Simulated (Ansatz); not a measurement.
**Ti: geometry relaxation (part 2 of 2)**

Ti (P6/mmm, 3 atoms in the cell); DFT, PBE, plane waves, PAW, spin-polarised (Ansatz 0.2.0); cutoff 420 eV, 12×12×14 k-mesh, Gaussian smearing of 0.1 eV, collinear spins. The structure derives from a Materials Project entry. Some settings of this run were made unusual or wrong on purpose.

Geometry of the input (Å; fractional positions):
```
4.5674  0.0000  0.0000
-2.2837  3.9555  0.0000
0.0000  0.0000  2.8262
Ti 0.0000  0.0000  0.0000
Ti 0.3333  0.6667  0.5000
Ti 0.6667  0.3333  0.5000
```

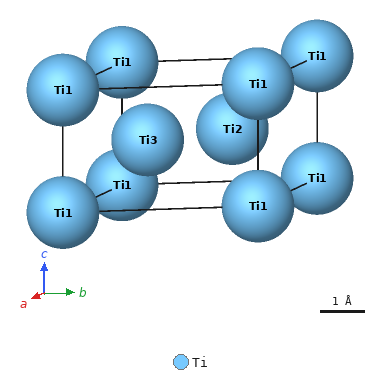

*The geometry at step 1 of the log (spheres-only view of the cell of the calculation, seen slightly off an axis; atoms are numbered from 1 in the order of the input).*

**Output, continued**
```
relax step   2: F+E_penalty+E_count = -7499.02287252 eV  Δ(F+E_penalty+E_count) = -1.850e-4 eV  max|allowed force component| = 4.934e-17 eV/Å  Δτ_max = 0.0000 Å  P = -0.688 GPa  Ω = 51.755 Å³  energy of the carried Pulay correction = -7.227e-5 eV  (11 SCF iters, dr2 threshold 3.00e-7 eV, accepted)
Crystal: 3 atoms, lattice volume = 51.439 Å³
iter 1 solved again at ethr=6.32e-7 eV; its pass at ethr=3.10e-3 eV (dr2=2.27e-4 eV) is discarded
SCF iter   1: F=—  HF=-7499.020083 eV  |F-HF|=—  |Δ(HF+E_count)|=         —  Δρ=2.79e-3 (↑2.79e-3 ↓2.43e-3)  dr2=2.51e-4  dr2_m=3.17e-3  M=0.070 μB ∫|m|=0.070 μB  β_m=0.65  ethr=6.32e-7  ⟨swp⟩=2.1  Hψ=59410  notcnv=0
preconditioner: auto → none  [metal: Δε(μ)=0.003 eV  Ē_g=12.404 eV  σ=0.100 eV  W_gap=0.02  n_scr=6 (ndim 8)  ℏωp=17.9 eV  f_vac=0.000  D(μ)=2.67/eV (n_scr^D=26)]
SCF iter   2: F=—  HF=-7499.022603 eV  |F-HF|=—  |Δ(HF+E_count)|=   2.52e-3  Δρ=1.54e-3 (↑1.37e-3 ↓1.54e-3)  dr2=6.33e-5  dr2_m=9.87e-4  M=0.032 μB ∫|m|=0.032 μB  β_m=0.65  ethr=6.32e-7  ⟨swp⟩=2.0  Hψ=19477  notcnv=0
SCF iter   3: F=—  HF=-7499.023609 eV  |F-HF|=—  |Δ(HF+E_count)|=         —  Δρ=5.00e-4 (↑5.00e-4 ↓3.91e-4)  dr2=1.76e-5  dr2_m=8.73e-5  M=0.007 μB ∫|m|=0.009 μB  β_m=0.65  ethr=1.76e-7  ⟨swp⟩=2.4  Hψ=19573  notcnv=0
Mixer restart at iter 3: flushing history
SCF iter   4: F=—  HF=-7499.023611 eV  |F-HF|=—  |Δ(HF+E_count)|=   1.85e-6  Δρ=2.45e-4 (↑1.56e-4 ↓2.45e-4)  dr2=9.57e-6  dr2_m=1.80e-5  M=0.004 μB ∫|m|=0.007 μB  β_m=0.78  ethr=4.88e-8  ⟨swp⟩=2.0  Hψ=19340  notcnv=0
SCF iter   5: F=—  HF=-7499.023629 eV  |F-HF|=—  |Δ(HF+E_count)|=   1.85e-5  Δρ=9.64e-5 (↑9.64e-5 ↓6.11e-5)  dr2=2.86e-6  dr2_m=2.24e-6  M=0.002 μB ∫|m|=0.005 μB  β_m=0.80  ethr=2.66e-8  ⟨swp⟩=2.0  Hψ=19192  notcnv=0
SCF iter   6: F=—  HF=-7499.023633 eV  |F-HF|=—  |Δ(HF+E_count)|=   3.26e-6  Δρ=3.99e-5 (↑1.41e-5 ↓3.99e-5)  dr2=9.29e-7  dr2_m=2.82e-7  M=0.001 μB ∫|m|=0.003 μB  β_m=0.76  ethr=7.94e-9  ⟨swp⟩=2.4  Hψ=19206  notcnv=0
SCF iter   7: F=—  HF=-7499.023633 eV  |F-HF|=—  |Δ(HF+E_count)|=   6.37e-7  Δρ=2.20e-5 (↑2.20e-5 ↓1.93e-5)  dr2=1.38e-7  dr2_m=1.73e-7  M=0.000 μB ∫|m|=0.003 μB  β_m=0.88  ethr=2.58e-9  ⟨swp⟩=2.4  Hψ=19522  notcnv=0
SCF iter   8: F=—  HF=-7499.023634 eV  |F-HF|=—  |Δ(HF+E_count)|=   4.69e-7  Δρ=7.18e-6 (↑6.26e-6 ↓7.18e-6)  dr2=3.23e-8  dr2_m=1.49e-8  M=-0.000 μB ∫|m|=0.001 μB  β_m=0.94  ethr=3.84e-10  ⟨swp⟩=2.0  Hψ=19609  notcnv=0
iter 9 did not close the SCF: its close was put off for a magnetic moment that had not settled (scf_convergence_deferred on its scf_iter line)
SCF iter   9: F=-7499.023634 eV  HF=-7499.023634 eV  |F-HF|=4.67e-8  |Δ(HF+E_count)|=   1.27e-7  Δρ=5.23e-6 (↑5.23e-6 ↓3.99e-6)  dr2=5.74e-8  dr2_m=1.31e-9  M=0.000 μB ∫|m|=0.000 μB  β_m=0.88  ethr=8.98e-11  ⟨swp⟩=1.8  Hψ=33802  notcnv=0
iter 10 did not close the SCF: its close was put off for a magnetic moment that had not settled (scf_convergence_deferred on its scf_iter line)
SCF iter  10: F=-7499.023634 eV  HF=-7499.023634 eV  |F-HF|=1.68e-8  |Δ(HF+E_count)|=   5.50e-9  Δρ=2.81e-6 (↑2.81e-6 ↓1.96e-6)  dr2=1.89e-8  dr2_m=2.07e-10  M=0.000 μB ∫|m|=0.000 μB  β_m=0.94  ethr=8.98e-11  ⟨swp⟩=1.3  Hψ=30562  notcnv=0
SCF iter  11: F=-7499.023634 eV  HF=-7499.023634 eV  |F-HF|=4.93e-9  |Δ(HF+E_count)|=   1.06e-9  Δρ=1.29e-6 (↑1.06e-6 ↓1.29e-6)  dr2=5.48e-9  dr2_m=1.78e-11  M=0.000 μB ∫|m|=0.000 μB  ethr=5.25e-11  ⟨swp⟩=1.0  Hψ=29185  notcnv=0
the starting moments were not kept: the SCF closed with an absolute magnetisation of 3.8e-5 μB, where they sum to 40 μB in size (3 sites). That is at most 0.1 of that sum. Measured as dr2_m measures the in/out step, that magnetisation stands 2.2e-10 eV from none, at or under the dr2_threshold of 3.0e-7 eV: it is no larger than a step whose dr2_m would equal this threshold.
SCF 3 converged in 11 iterations: F = -7499.023634 eV  dr2 = 5.48e-9
relax step   3: F+E_penalty+E_count = -7499.02363391 eV  Δ(F+E_penalty+E_count) = -7.614e-4 eV  max|allowed force component| = 1.480e-16 eV/Å  Δτ_max = 0.0000 Å  P = -0.005 GPa  Ω = 51.439 Å³  energy of the carried Pulay correction = -3.987e-5 eV  (11 SCF iters, dr2 threshold 3.00e-7 eV, accepted)
Initial wavefunctions: pseudopotential atomic-orbital guess (no wavefunctions were taken with the density)
iter 1 solved again at ethr=9.63e-9 eV; its pass at ethr=3.10e-3 eV (dr2=3.47e-6 eV) is discarded
SCF iter   1: F=—  HF=-7499.023655 eV  |F-HF|=—  |Δ(HF+E_count)|=         —  Δρ=5.78e-5 (↑5.78e-5 ↓5.78e-5)  dr2=1.45e-7  dr2_m=4.09e-11  M=0.000 μB ∫|m|=0.000 μB  β_m=0.65  ethr=9.63e-9  ⟨swp⟩=3.0  Hψ=98884  notcnv=0
preconditioner: auto → none  [metal: Δε(μ)=0.009 eV  Ē_g=12.404 eV  σ=0.100 eV  W_gap=0.05  n_scr=6 (ndim 8)  ℏωp=17.9 eV  f_vac=0.000  D(μ)=2.68/eV (n_scr^D=26)]
SCF iter   2: F=—  HF=-7499.023669 eV  |F-HF|=—  |Δ(HF+E_count)|=   1.42e-5  Δρ=2.02e-5 (↑2.02e-5 ↓2.02e-5)  dr2=1.79e-8  dr2_m=2.12e-11  M=0.000 μB ∫|m|=0.000 μB  β_m=0.64  ethr=4.01e-10  ⟨swp⟩=1.0  Hψ=13984  notcnv=0
SCF iter   3: F=—  HF=-7499.023671 eV  |F-HF|=—  |Δ(HF+E_count)|=   1.98e-6  Δρ=5.33e-7 (↑4.78e-7 ↓5.33e-7)  dr2=3.33e-10  dr2_m=9.03e-12  M=-0.000 μB ∫|m|=0.000 μB  β_m=0.55  ethr=4.96e-11  ⟨swp⟩=1.0  Hψ=13984  notcnv=0
SCF iter   4: F=—  HF=-7499.023671 eV  |F-HF|=—  |Δ(HF+E_count)|=   6.04e-8  Δρ=1.92e-7 (↑1.84e-7 ↓1.92e-7)  dr2=3.44e-11  dr2_m=8.36e-12  M=-0.000 μB ∫|m|=0.000 μB  β_m=0.78  ethr=1.00e-12  ⟨swp⟩=2.9  Hψ=19089  notcnv=0
SCF iter   5: F=—  HF=-7499.023671 eV  |F-HF|=—  |Δ(HF+E_count)|=  2.59e-10  Δρ=1.41e-7 (↑4.22e-8 ↓1.41e-7)  dr2=1.91e-11  dr2_m=2.33e-12  M=-0.000 μB ∫|m|=0.000 μB  β_m=0.71  ethr=1.00e-12  ⟨swp⟩=1.0  Hψ=13984  notcnv=0
SCF iter   6: F=-7499.023671 eV  HF=-7499.023671 eV  |F-HF|=1.82e-12  |Δ(HF+E_count)|=  2.82e-11  Δρ=4.55e-8 (↑4.55e-8 ↓3.05e-8)  dr2=1.96e-12  dr2_m=2.38e-13  M=-0.000 μB ∫|m|=0.000 μB  ethr=1.00e-12  ⟨swp⟩=3.2  Hψ=40571  notcnv=0
the starting moments were not kept: the SCF closed with an absolute magnetisation of 7.0e-6 μB, where they sum to 40 μB in size (3 sites). That is at most 0.1 of that sum. Measured as dr2_m measures the in/out step, that magnetisation stands 7.1e-12 eV from none, at or under the dr2_threshold of 3.0e-11 eV: it is no larger than a step whose dr2_m would equal this threshold.
SCF 4 converged in 6 iterations: F = -7499.023671 eV  dr2 = 1.96e-12
relax step   4: F+E_penalty+E_count = -7499.02367078 eV  Δ(F+E_penalty+E_count) = -3.687e-5 eV  max|allowed force component| = 2.220e-16 eV/Å  Δτ_max = 0.0000 Å  P = -0.007 GPa  Ω = 51.439 Å³  stress off target by 3.80e-2 GPa  SCF on the basis re-selected at this cell (its energy is not comparable with the rows above)  (6 SCF iters)
basis re-selected at this cell: Δ(F+E_penalty+E_count) = -3.687e-5 eV, ΔP = -0.001 GPa vs the last step (what re-selecting the basis moved, of the pressure what is left beyond the Pulay correction that the steps carried, after the strain that the cell walked since its last selection, with what the two solves' SCF thresholds leave and, on support functions, any second-order correction that the steps lacked; it is no measure of the basis error at this ecutwfc). This SCF's stress stands 3.80e-2 GPa from its target on what of the cell is left free (relax.cell.stress_tol is 5.00e-2 GPa) and its largest allowed force component is 2.22e-16 eV/Å (relax.f_tol is 5.00e-3 eV/Å): within both
SCF converged after 6 iterations
Magnetization: -0.0000 μB (18.0000 up, 18.0000 down)
Absolute magnetization: 0.0000 μB (∫|ρ↑−ρ↓|, with the PAW one-centre terms)
Spin contamination: 0.0000 ħ² per cell (⟨S²⟩ above its minimum at these occupations)
Per-site moments (μB) at R_I (Å): [(2.4647371688988134e-6, 1.1682711019187382), (-1.5277069613830158e-6, 1.0906483621246852), (-1.5277069614514522e-6, 1.0906483621246852)]
Free energy (F): -7499.023671 eV
Harris-Foulkes:  -7499.023671 eV  (|F-HF|=1.82e-12)
Internal energy: -7499.010259 eV  (E = F + TS)
E sigma→0 (E₀):  -7499.016965 eV
Entropy (-TS):   -0.013412 eV (-4.471 meV/atom)
Fermi energy:    13.464184 eV
--- Per-component energies (eV) ---
  E_band       = -466.328787
  E_kinetic    = 817.946619
  E_local      = -2426.921723  (includes V_loc(G=0)·N_el)
  E_nonlocal   = 24.467120
  E_hartree    = 998.724033
  E_xc         = -292.673189
  E_vxc        = -366.186803  (∫ρ·V_xc dr)
  E_paw        = -3143.018854  (= ΣΔE_a)
  E_vpaw       = -513.082491  (= ΣTr[D̂ρ^β])
  E_aug_tail   = 0.000368  (compensation charges beyond the density's cutoff)
  E_ewald      = -3477.534632
  E_smearing   = -0.013412  (= −TS)
  E_closure    = 0.000000  (closes the sum)
  Σ components = -7499.023671   (vs F -7499.023671, Δ=0.00e0)
--- Forces (eV/Å), atoms counted from 1 ---
  atom   1  Ti     0.00000000     0.00000000     0.00000000
  atom   2  Ti     0.00000000     0.00000000     0.00000000
  atom   3  Ti     0.00000000    -0.00000000     0.00000000
  max |Σ_I F_I| component: 9.25e-17 eV/Å
--- Stress (GPa, compression-positive) ---
        0.009172       0.000000       0.000000
        0.000000       0.009172       0.000000
        0.000000       0.000000      -0.038017
  P = ⅓ Tr σ = -0.0066 GPa (-0.066 kbar)
--- Band table (eV; the first three rows and the last of 304) ---
  k-point 0 ↑: bands = ["-43.3855", "-43.1208", "-42.9567", "-19.7125", "-19.7125", "-19.6017", "-19.6017", "-19.3276", "-19.1265", "-19.0442", "-19.0115", "-19.0115", "7.3868", "11.5280", "12.7562", "12.7562", "12.8485", "12.8485", "13.4442", "14.1466", "14.7577", "14.7577", "15.2787", "15.2787", "15.3815", "15.3815", "17.2039", "17.2039", "21.1995", "21.1995", "21.3804", "21.3804", "22.6088", "22.8673", "26.0847", "30.9079", "31.6171", "31.6171", "32.7603", "32.8830", "32.8830", "36.9026", "36.9026", "36.9751", "36.9751", "39.0034"]
  k-point 1 ↑: bands = ["-43.3822", "-43.1186", "-42.9541", "-19.7078", "-19.7078", "-19.5987", "-19.5987", "-19.3484", "-19.1518", "-19.0653", "-19.0118", "-19.0118", "7.5027", "11.6184", "12.6804", "12.6804", "12.7930", "12.7930", "13.5961", "14.2446", "14.7167", "14.7167", "15.2610", "15.2610", "15.4669", "15.4669", "17.1523", "17.1523", "21.2825", "21.2825", "21.4858", "21.4858", "22.6184", "22.8640", "25.4552", "31.0006", "31.4894", "31.4894", "32.3031", "32.3031", "33.5399", "36.7595", "36.7595", "37.6884", "37.6884", "38.5494"]
  k-point 2 ↑: bands = ["-43.3729", "-43.1126", "-42.9468", "-19.6943", "-19.6943", "-19.5902", "-19.5902", "-19.4065", "-19.2224", "-19.1242", "-19.0128", "-19.0128", "7.8411", "11.8617", "12.4718", "12.4718", "12.6417", "12.6417", "14.0396", "14.5359", "14.6574", "14.6574", "15.1966", "15.1966", "15.6549", "15.6549", "17.0377", "17.0377", "21.5119", "21.5119", "21.7763", "21.7763", "22.6511", "22.8465", "24.1057", "31.0267", "31.0267", "31.1535", "31.1535", "31.2782", "35.2606", "36.4669", "36.8468", "36.8468", "37.5375", "38.9364"]
  k-point 151 ↓: bands = ["-43.3176", "-42.9914", "-42.9914", "-19.8577", "-19.7118", "-19.7118", "-19.4781", "-19.4477", "-19.4477", "-19.2834", "-19.2834", "-18.9479", "10.8420", "12.0437", "12.0437", "12.3585", "12.3585", "12.5157", "14.1245", "14.1245", "14.2496", "14.2496", "15.5909", "16.2306", "16.7403", "17.3299", "17.4452", "17.4452", "18.9535", "18.9535", "21.4801", "21.4801", "21.9000", "26.9236", "27.3850", "27.3850", "27.4588", "28.4609", "28.4609", "33.4396", "33.4396", "34.8357", "35.4113", "35.4113", "36.4117", "37.2540"]
--- Relaxed structure (3 steps of the walk, 3 accepted, 1 SCFs on fresh bases) ---
  F+E_penalty+E_count = -7499.02367078 eV   max|allowed force component| = 2.220e-16 eV/Å   (the final SCF, on the basis selected at the relaxed cell)
  cell:  # Å, volume = 51.4391 Å³
    - [4.579535457919357, 0.0, 0.0]
    - [-2.2897677289596783, 3.965994044089765, 0.0]
    - [0.0, 0.0, 2.83217236828785]
  atoms:
    - { symbol: Ti, position: [-1.126658564741392e-35, -1.0820085332981312e-35, 0.0] }
    - { symbol: Ti, position: [0.33333333333333326, 0.6666666666666665, 0.5] }
    - { symbol: Ti, position: [0.6666666666666666, 0.33333333333333326, 0.5] }
```

**Trajectory as extended XYZ (Å, eV, eV/Å), 4 frames, from step=1 to step=4**
```
3
Lattice="4.5674 0.0000 0.0000 -2.2837 3.9555 0.0000 0.0000 0.0000 2.8262" Properties=species:S:1:pos:R:3:forces:R:3 step=1 energy=-7499.02269 pressure_GPa=0.83
Ti    0.0000    0.0000    0.0000    0.0000   0.0000   0.0000
Ti    0.0000    2.6370    1.4131    0.0000   0.0000   0.0000
Ti    2.2837    1.3185    1.4131    0.0000   0.0000   0.0000
3
Lattice="4.5871 0.0000 0.0000 -2.2936 3.9726 0.0000 0.0000 0.0000 2.8401" Properties=species:S:1:pos:R:3:forces:R:3 step=2 energy=-7499.02287 pressure_GPa=-0.69
Ti    0.0000    0.0000    0.0000    0.0000   0.0000   0.0000
Ti    0.0000    2.6484    1.4201    0.0000   0.0000   0.0000
Ti    2.2936    1.3242    1.4201    0.0000   0.0000   0.0000
3
Lattice="4.5795 0.0000 0.0000 -2.2898 3.9660 0.0000 0.0000 0.0000 2.8322" Properties=species:S:1:pos:R:3:forces:R:3 step=3 energy=-7499.02363 pressure_GPa=-0.01
Ti    0.0000    0.0000    0.0000    0.0000   0.0000   0.0000
Ti    0.0000    2.6440    1.4161    0.0000   0.0000   0.0000
Ti    2.2898    1.3220    1.4161    0.0000   0.0000   0.0000
3
Lattice="4.5795 0.0000 0.0000 -2.2898 3.9660 0.0000 0.0000 0.0000 2.8322" Properties=species:S:1:pos:R:3:forces:R:3 step=4 energy=-7499.02367 pressure_GPa=-0.01
Ti    0.0000    0.0000    0.0000    0.0000   0.0000   0.0000
Ti    0.0000    2.6440    1.4161    0.0000   0.0000   0.0000
Ti    2.2898    1.3220    1.4161    0.0000   0.0000   0.0000
```

**Outcome**

- outcome: converged
- space group (tolerance 0.01 Å): P6/mmm (191)
- electrons treated: 36
- free energy: −7499.0237 eV
- Fermi energy: 13.464 eV
- gap on the k-point mesh: none (metallic)
- net moment of the cell: 0.00 μB
- integrated absolute moment: 0.00 μB
- pressure: −0.01 GPa
- final volume: 51.44 Å³
- largest force (length of the vector) at the end: under 0.001 eV/Å
- final cell: a = 4.580 Å, b = 4.580 Å, c = 2.832 Å, α = 90.00°, β = 90.00°, γ = 120.00°
- hardware: 4 threads of AMD EPYC (Zen 5), 32 GiB of memory available, shared host
- wall time: 17 s (CPU time 59 s)
- peak memory: 0.82 GiB

A setting was made wrong on purpose: an impossible spin (`magnetization`). It did no harm here: the run converged to the energy of the sound run within 1 meV per atom. The program warns: some starting moments were not kept.
